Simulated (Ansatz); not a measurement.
# ZnSnN2: Wannier-function calculation

ZnSnN2 (R-3m, 4 atoms in the cell), computed with maximally localised Wannier functions of PBE bands, plane waves, PAW, no spin polarisation (Ansatz 0.2.0).

The structure was built on a prototype by a generator; it need not be a known phase. The geometry comes from this level: r2SCAN. It belongs to a series of runs on one base structure; here: metal d and anion p. Figures and captions count atoms from 1; the log counts them from 0 in places.

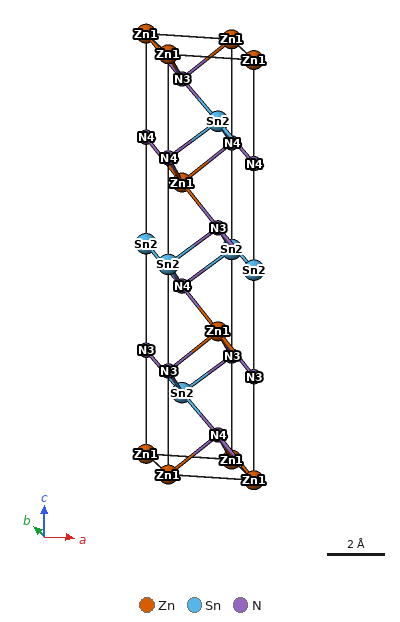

Fig. 1: The input geometry (ball-and-stick view of the cell 3 times as large as that of the calculation, set on its symmetry axes, seen slightly off an axis; atoms are numbered from 1 in the order of the input). An atom can appear more than once, as a periodic image. Near neighbours in the periodic cell (some may lie outside the picture): Zn has 6 N at 2.27 Å; Sn has 6 N at 2.21 Å; N has 3 Sn at 2.21 Å and 3 Zn at 2.27 Å.

The input:
```yaml
crystal:
  lattice:
    - [1.5836871722, 0.9143422152, 5.1498174729]
    - [-1.5836871722, 0.9143422152, 5.1498174729]
    - [0.0, -1.8286844304, 5.1498174729]
  atoms:
    - { symbol: Zn, position: [1.0, 0.0, 0.0] }
    - { symbol: Sn, position: [0.5, 0.5, 0.5] }
    - { symbol: "N", position: [0.2464698153, 0.2464698153, 0.2464698153] }
    - { symbol: "N", position: [0.7535301847, 0.7535301847, 0.7535301847] }
kpoints:
  mp_grid: { grid: [8, 8, 8] }
  band_path:
    path:
      - [[0.0, 0.0, 0.0], [0.5, 0.5, 0.5], [0.8123176937707, 0.1876823062293, 0.5]]
      - [[0.5, -0.1876823062293, 0.1876823062293], [0.5, -1.036272267785e-16, -1.809580362447e-16], [0.0, 0.0, 0.0], [0.3438411531146, -0.3438411531146, -5.061781491664e-19]]
      - [[0.6561588468854, 4.117785824092e-17, 0.3438411531146], [0.5, 1.753852014675e-16, 0.5], [0.0, 0.0, 0.0]]
    npoints: 10
hamiltonian:
  xc: pbe
scf:
  occupations: { method: fixed }
  n_extra_bands: 6
output:
  forces: false
  stress: false
  eigenvalues: true
  wannier:
    kmesh: [6, 6, 6]
    projections: [{ species: Zn, l: d, shell: 3 }, { species: "N", l: p, shell: 2 }]
    minimise: true
    write_hr: true
    conv_tol: 1.0e-08
    max_iter: 3000
  write_density: true
  write_potential: true
  elf: true
  volumetric_format: npy
```

File wannier.win:
```
! ansatz wannier90 interface
! projections by site (counted from 0) and shell: 0 3D, 2 2P, 3 2P
! states of the run's bands (counted from 1): 8-18
! their least projectability: 0.5414
num_bands = 11
num_wann  = 11
num_iter  = 2000
conv_tol = 1e-8
conv_window = 5
guiding_centres = true
write_hr = true

begin unit_cell_cart
Ang
       1.5836871722157382       0.9143422151909137             5.1498174729
      -1.5836871722157382       0.9143422151909137             5.1498174729
                      0.0      -1.8286844303818275             5.1498174729
end unit_cell_cart

begin atoms_frac
Zn                       1.0                      0.0                      0.0
Sn                       0.5                      0.5                      0.5
N               0.2464698153             0.2464698153             0.2464698153
N               0.7535301847             0.7535301847             0.7535301847
end atoms_frac

mp_grid = 6 6 6
```

Run on 4 threads of Arm Neoverse V1, 24 GiB of memory available, shared host.

Launch command:
```bash
ansatz run input.yaml --threads 4 --pin off --max-ram 3686MiB --backend cpu --events-out ev --progress --plain --runs-dir out
```

Log:
```
basis.fft_grid_basis auto: the FFT boxes are laid along the combinations [[1, -1, 0], [0, 1, 0], [0, -1, 1]] of the cell's own vectors, 3.167, 5.465 and 3.167 Å long. The dense box has 24×40×24 points. Along the cell's own vectors, as sized, it would have 40×40×40, 2.78 times as many. Of the 12 symmetry operations that the crystal satisfies within crystal.symmetry.tolerance (time reversal apart; of a slab, those that keep its plane) the dense box along the cell's own vectors carries 12, and the one as laid loses 8 of those. basis.fft_grid_basis: typed keeps the cell's own vectors: state it where this run's energies or levels are differenced outside the engine with another run's, or held beside a run that keeps those vectors. Those combinations have planes normal to reciprocal vector 3, as the cell's own vectors have. Each planar average written beside output.write_density, output.write_potential has a row for each plane of the box: 24. The volumetric files lie along those combinations, not along the cell's own vectors: a cube or XSF file states them, and fields.json those of NumPy files.
scf.n_extra_bands = 6 over 18 filled bands (N_el = 36.0): the run solves 24 bands
Engine: ansatz 0.2.0, aarch64-unknown-linux-gnu
Pseudopotentials: kind: paw
Pseudopotential: Zn, paw, valence charge 12, recommended cutoff 420 eV (normal), Zn.paw.azcp
Pseudopotential: Sn, paw, valence charge 14, recommended cutoff 420 eV (normal), Sn.paw.azcp
Pseudopotential: N, paw, valence charge 5, recommended cutoff 420 eV (normal), N.paw.azcp
Functional definition: PBE
  parameter kappa = 0.804
  parameter beta = 0.06672455060314922
  exchange = pbe_x(kappa = kappa, mu = beta*pi^2/3)
  correlation = pbe_c(beta = beta)
Crystal: 4 atoms, lattice volume = 44.743 Å³
Basis set: ecut = 420 eV, 857 PW (Γ), FFT grids on a1−a2, a2, −a2+a3
Bands: 24, of which v1, the nominal top of the filled ones, is band 18 counted from 1 (17 counted from 0)
Symmetry: 12 space group operations
Space group: R-3m (ITA 166), of the structure as read, at distance tolerance 3.6e-5 Å
k-points: 65 of 512
Non-local potential: Zn, projectors of the file, l = 0: 2, l = 1: 2, l = 2: 3, l = 3: 1
Non-local potential: Sn, projectors of the file, l = 0: 2, l = 1: 2, l = 2: 2, l = 3: 2
Non-local potential: N, projectors of the file, l = 0: 2, l = 1: 2, l = 2: 1
PAW form: soft (Blöchl's): semilocal exchange-correlation on the pseudo side does not see the compensation charge
PAW one-centre angular grid: Zn, 590 points (default); XC on 64 Gauss nodes
PAW one-centre angular grid: Sn, 590 points (default); XC on 64 Gauss nodes
PAW one-centre angular grid: N, 110 points (default); XC on 64 Gauss nodes
Initial density: superposition of atomic densities (neutral atoms: chi_scale 0, normalization atom), corrected by the library's trained network
Initial wavefunctions: pseudopotential atomic-orbital guess
Functional: x = pbe(κ = 0.804, μ = 0.2195149727645171), c = pbe(β = 0.06672455060314922)
SCF iter   1: F=—  HF=-10109.860073 eV  |F-HF|=—  |Δ(HF+E_count)|=         —  Δρ=1.88e-3  dr2=8.18e-4  ethr=1.77e-3  ⟨swp⟩=5.0  Hψ=6372  notcnv=0  defer=258
preconditioner: auto → none  [insulator: Δε(μ)=0.768 eV  Ē_g=17.018 eV  n_scr=16 (ndim 8)  ℏωp=33.3 eV  f_vac=0.000  ε∞_Penn≈4.8]
SCF iter   2: F=—  HF=-10109.859781 eV  |F-HF|=—  |Δ(HF+E_count)|=   2.92e-4  Δρ=8.31e-4  dr2=1.88e-4  ethr=2.27e-6  ⟨swp⟩=2.0  Hψ=3380  notcnv=0  defer=260
SCF iter   3: F=—  HF=-10109.859801 eV  |F-HF|=—  |Δ(HF+E_count)|=   2.01e-5  Δρ=3.72e-4  dr2=2.83e-5  ethr=5.22e-7  ⟨swp⟩=2.0  Hψ=2480  notcnv=0  defer=249
SCF iter   4: F=—  HF=-10109.859833 eV  |F-HF|=—  |Δ(HF+E_count)|=   3.13e-5  Δρ=2.77e-4  dr2=1.77e-5  ethr=7.87e-8  ⟨swp⟩=2.0  Hψ=2617  notcnv=0  defer=121
SCF iter   5: F=—  HF=-10109.859831 eV  |F-HF|=—  |Δ(HF+E_count)|=   1.42e-6  Δρ=8.00e-5  dr2=1.57e-6  ethr=4.91e-8  ⟨swp⟩=2.0  Hψ=2115  notcnv=0  defer=118
SCF iter   6: F=—  HF=-10109.859831 eV  |F-HF|=—  |Δ(HF+E_count)|=   5.41e-7  Δρ=3.74e-5  dr2=3.73e-7  ethr=4.37e-9  ⟨swp⟩=2.8  Hψ=2485  notcnv=0  defer=118
SCF iter   7: F=-10109.859830 eV  HF=-10109.859830 eV  |F-HF|=5.77e-8  |Δ(HF+E_count)|=   1.11e-7  Δρ=7.98e-6  dr2=5.85e-8  ethr=2.78e-10  ⟨swp⟩=8.3  Hψ=6781  notcnv=0
SCF 1 converged in 7 iterations: F = -10109.859830 eV  dr2 = 5.85e-8
  greatest PAW one-centre occupation: 0.995 electrons in one spin orbital (limit 2), on the Sn atom at site 1 (counted from 0), in its partial waves of l = 2
NSCF: frozen V_eff on 73 k-points
NSCF: frozen V_eff on 35 k-points
the Wannier pass solved 35 of the 216 points of its mesh, and has the states at the others by symmetry: states obtained by the crystal's operations at points that were solved too leave a residual of 2.96e-13 eV (read by the count's bands and the next), within 8.33e-6 eV
SCF converged after 7 iterations
Free energy (F): -10109.859830 eV
Harris-Foulkes:  -10109.859830 eV  (|F-HF|=5.77e-8)
Internal energy: -10109.859830 eV  (E = F + TS)
E sigma→0 (E₀):  -10109.859830 eV
Fermi energy:    12.922866 eV
--- Per-component energies (eV) ---
  E_band       = 102.638481
  E_kinetic    = 581.160666
  E_local      = -2315.738267  (includes V_loc(G=0)·N_el)
  E_nonlocal   = 680.893155
  E_hartree    = 1133.358868
  E_xc         = -637.864776
  E_vxc        = -299.147356  (∫ρ·V_xc dr)
  E_paw        = -6231.674211  (= ΣΔE_a)
  E_vpaw       = -811.241219  (= ΣTr[D̂ρ^β])
  E_aug_tail   = -0.000149  (compensation charges beyond the density's cutoff)
  E_ewald      = -3319.995117
  E_smearing   = -0.000000  (= −TS)
  E_closure    = -0.000000  (closes the sum)
  Σ components = -10109.859830   (vs F -10109.859830, Δ=0.00e0)
--- Band table (eV; the first three rows and the last of 65) ---
  k-point 0: bands = ["-8.1152", "-8.1152", "-8.1113", "-7.9203", "-7.9203", "-3.7158", "-0.9242", "5.2169", "6.9595", "6.9595", "7.2657", "7.2657", "7.5287", "11.9423", "11.9423", "12.1259", "12.7578", "12.7578", "13.6821", "16.4100", "21.1187", "21.2735", "21.2735", "26.3322"]
  k-point 1: bands = ["-8.1524", "-8.0773", "-8.0757", "-7.9607", "-7.9266", "-3.4741", "-0.7368", "5.4507", "6.9079", "6.9873", "7.2274", "7.2522", "7.5567", "10.5854", "11.3753", "11.7957", "12.2616", "12.5176", "15.1431", "17.4227", "19.3650", "21.7949", "22.2254", "24.0163"]
  k-point 2: bands = ["-8.2597", "-8.0484", "-7.9921", "-7.9844", "-7.9284", "-2.7675", "-0.2943", "5.8733", "6.8716", "6.9829", "7.0910", "7.2954", "7.7500", "8.7933", "9.4998", "11.3919", "12.0830", "12.1289", "16.8759", "17.3127", "19.7598", "21.6106", "22.4492", "22.6653"]
  k-point 64: bands = ["-8.1150", "-8.1150", "-8.1097", "-7.9199", "-7.9199", "-3.2733", "-1.8116", "6.7032", "6.9419", "6.9419", "7.2610", "7.2610", "8.0057", "9.0541", "12.3019", "12.3019", "12.3483", "12.3483", "16.1170", "16.7534", "20.6965", "22.4220", "22.4220", "22.6441"]
Wannier search: line search 1 of at most 3000: gauge-dependent spread (as the search counts it) 0.4142636 Å², largest recent change 4.0e-2 Å² and fall left 2.8e-5 Å² against conv_tol 1.0e-8 Å², 0 stops escaped
WARN: [file] 492 periodic images of 476 elements of H(R) lie 4.88e-4 to 1.95e-3 Å beyond their element's nearest image, near the 9.77e-4 Å window within which an element is shared among its images; whether they share it moves the interpolated H(k) by 5.0e-3 eV (Frobenius norm, root mean square over the Brillouin zone); at the model's own mesh points H(k) does not change
```

File rho_z.tsv:
```
# z_ang	rho[e/angstrom^3]
# format = ansatz-planar-average/11
# lattice	1.583687172	0.914342215	5.149817473
# lattice	-1.583687172	0.914342215	5.149817473
# lattice	0.000000000	-1.828684430	5.149817473
# sites	4
# site	30	1.583687172	0.914342215	5.149817473
# site	50	0.000000000	0.000000000	7.724726209
# site	7	0.000000000	0.000000000	3.807823684
# site	7	0.000000000	0.000000000	11.641628735
0.000000	1.217623e0
0.227703	1.124278e0
0.455405	9.170306e-1
0.683108	7.268338e-1
0.910810	6.179996e-1
1.138513	5.814852e-1
1.366215	5.914913e-1
1.593918	6.341102e-1
1.821620	7.042093e-1
2.049323	7.947766e-1
2.277025	8.903850e-1
2.504728	9.661298e-1
2.732431	9.953725e-1
2.960133	9.661298e-1
3.187836	8.903850e-1
3.415538	7.947766e-1
3.643241	7.042093e-1
3.870943	6.341102e-1
4.098646	5.914913e-1
4.326348	5.814852e-1
4.554051	6.179996e-1
4.781753	7.268338e-1
5.009456	9.170306e-1
5.237159	1.124278e0
```

File v_z.tsv:
```
# z_ang	v_es[eV]	v_tot[eV]
# format = ansatz-planar-average/11
# xc	pbe
# density_cutoff_ev	1680
# datasets	Zn=:simpson_from_first_knot:soft	Sn=:simpson_from_first_knot:soft	N=:simpson_from_first_knot:soft
# lattice	1.583687172	0.914342215	5.149817473
# lattice	-1.583687172	0.914342215	5.149817473
# lattice	0.000000000	-1.828684430	5.149817473
# sites	4
# site	30	1.583687172	0.914342215	5.149817473
# site	50	0.000000000	0.000000000	7.724726209
# site	7	0.000000000	0.000000000	3.807823684
# site	7	0.000000000	0.000000000	11.641628735
0.000000	7.690531e0	-4.568427e0
0.227703	7.430632e0	-4.809559e0
0.455405	6.795045e0	-5.380839e0
0.683108	6.000072e0	-6.052854e0
0.910810	5.234102e0	-6.663690e0
1.138513	4.786987e0	-7.001099e0
1.366215	4.934183e0	-6.869131e0
1.593918	5.775500e0	-6.201833e0
1.821620	7.162925e0	-5.100071e0
2.049323	8.778705e0	-3.792989e0
2.277025	1.032642e1	-2.512808e0
2.504728	1.154601e1	-1.471348e0
2.732431	1.203248e1	-1.045308e0
2.960133	1.154601e1	-1.471348e0
3.187836	1.032642e1	-2.512808e0
3.415538	8.778705e0	-3.792989e0
3.643241	7.162925e0	-5.100071e0
3.870943	5.775500e0	-6.201833e0
4.098646	4.934183e0	-6.869131e0
4.326348	4.786987e0	-7.001099e0
4.554051	5.234102e0	-6.663690e0
4.781753	6.000072e0	-6.052854e0
5.009456	6.795045e0	-5.380839e0
5.237159	7.430632e0	-4.809559e0
```

File wannier.spreads.toml:
```
omega_i_ang2 = 12.30874389167861
omega_d_ang2 = 0.00816974102249164
omega_od_ang2 = 0.405710786805841
omega_total_ang2 = 12.722624419506943
least_projectability = 0.5413728281302504
b_vectors_match_mmn = true
n_iter = 75
converged = true
rejected_fitted_steps = 0

[[wannier]]
r = [1.5836736899422381, 0.9143368598004874, 5.149845632812193]
spread = 0.33270184011105997

[[wannier]]
r = [1.5836769517184341, 0.9143503491886408, 5.1497926562030525]
spread = 0.3327535405360038

[[wannier]]
r = [1.5836894707274303, 0.9143381193220053, 5.1498118241382045]
spread = 0.33279464502087563

[[wannier]]
r = [1.5837319399985363, 0.9143491996798796, 5.1498124380078485]
spread = 0.41732880543174744

[[wannier]]
r = [1.5837371546446197, 0.9143461407276708, 5.149824804510858]
spread = 0.4180497091257571

[[wannier]]
r = [0.036749907096868754, 0.03835504019022673, 3.690508223768088]
spread = 1.802538220681793

[[wannier]]
r = [0.031484031191936816, -0.043437100594132375, 11.758901640811832]
spread = 1.8026429199146605

[[wannier]]
r = [-0.034725149420889535, 0.04249742560766712, 11.758800917779736]
spread = 1.8029107627360474

[[wannier]]
r = [-0.040045840230507064, -0.03825131130138997, 3.690691340404931]
spread = 1.8030152059686593

[[wannier]]
r = [0.0016613754913618823, 0.0005122380500424293, 11.641638992176805]
spread = 1.8389438344401299

[[wannier]]
r = [0.0016602944609788654, -0.00009649382939231275, 3.8078163654470494]
spread = 1.8389449355423046

[[curvature_check]]
after_line_search = 15
omega_tilde_before_ang2 = 0.41395495694679507
krylov_steps = 37
lowest_ritz_value_ang2 = -0.00020964937306114105
residual_ang2 = 4.648906622246123e-19
settled = true
first_negative_step = 4
curvature_along_ang2 = -0.0002096496709626683
angle_rad = 0.7998208531534692
omega_tilde_after_ang2 = 0.41390820609498424
outcome = "escaped"

[[curvature_check]]
after_line_search = 24
omega_tilde_before_ang2 = 0.41389589906880797
krylov_steps = 40
lowest_ritz_value_ang2 = -0.00016225087510841438
residual_ang2 = 4.975792548529305e-14
settled = true
first_negative_step = 7
curvature_along_ang2 = -4.4897528632100246e-5
angle_rad = 0.08571992728114533
omega_tilde_after_ang2 = 0.4138955643392136
outcome = "escaped"

[[curvature_check]]
after_line_search = 62
omega_tilde_before_ang2 = 0.4138807924868512
krylov_steps = 39
lowest_ritz_value_ang2 = -9.823111922891857e-6
residual_ang2 = 3.850645354133428e-14
settled = true
first_negative_step = 15
curvature_along_ang2 = -9.823111922891867e-6
angle_rad = 0.04593061346222995
omega_tilde_after_ang2 = 0.4138806525730942
outcome = "escaped"

[[curvature_check]]
after_line_search = 75
omega_tilde_before_ang2 = 0.4138805278283326
krylov_steps = 38
lowest_ritz_value_ang2 = 1.559928989764564e-5
residual_ang2 = 1.8917070903154796e-13
settled = true
outcome = "no-negative-curvature"
```

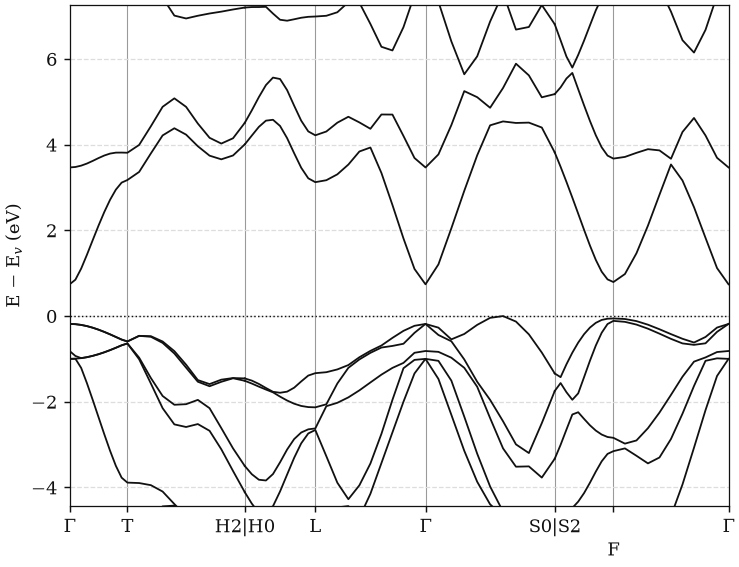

Fig. 2: Band structure along Γ–T–H2|H0–L–Γ–S0|S2–F–Γ, with energies from the valence-band top. There is a gap of 0.74 eV on this path, indirect, from between Γ and S0 to Γ.

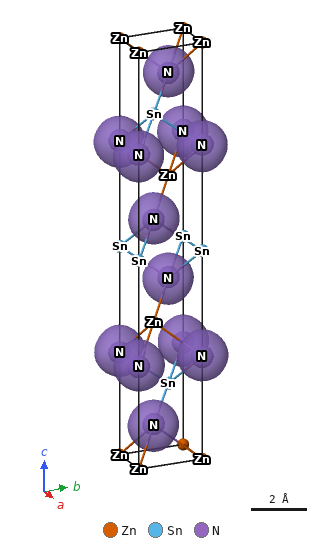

Fig. 3: Isosurface of the electron localisation function at 0.65 (purple), seen slightly off an axis. Core shells and regions of very low density are left out. Sticks mark near contacts. The outline is the cell set on symmetry axes. Values along the shortest contacts: Sn–N (2.21 Å): the ELF is about 0.30 at the midpoint. Zn–N (2.27 Å): the ELF peaks at about 0.80 in the valence shell of N, 0.7 Å from its nucleus, and drops to about 0.15 between the two atoms (a largely ionic contact). Core electrons are frozen (PAW), so the fields are smoothed inside the atomic spheres.

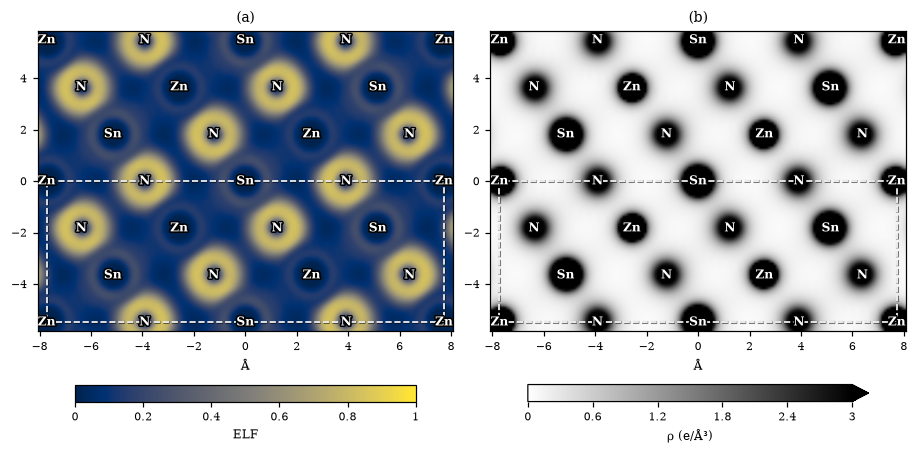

Fig. 4: (a) electron localisation function; (b) valence electron density on the (110) plane of the conventional cell. The section cuts through Zn, Sn and N sites. Sn–N (2.21 Å): ρ is about 0.56 e/Å³ halfway; the ELF is about 0.30 at the midpoint. Zn–N (2.27 Å): ρ at the midpoint is about 0.35 e/Å³; the ELF peaks at about 0.80 in the valence shell of N, 0.7 Å from its nucleus, and drops to about 0.15 between the two atoms, which marks a largely ionic contact. Away from the nuclei the density in this plane falls to 0.06 e/Å³ at its lowest.

Summary:

- outcome: converged
- space group (tolerance 0.01 Å): R-3m (166)
- electrons treated: 36
- free energy: −10109.8598 eV
- total spread of the Wannier functions: 12.723 Å²
- Fermi energy: 12.923 eV
- gap on the k-point mesh: 0.76 eV
- wall time: 3.2 s (CPU time 11 s)
- peak memory: 0.38 GiB
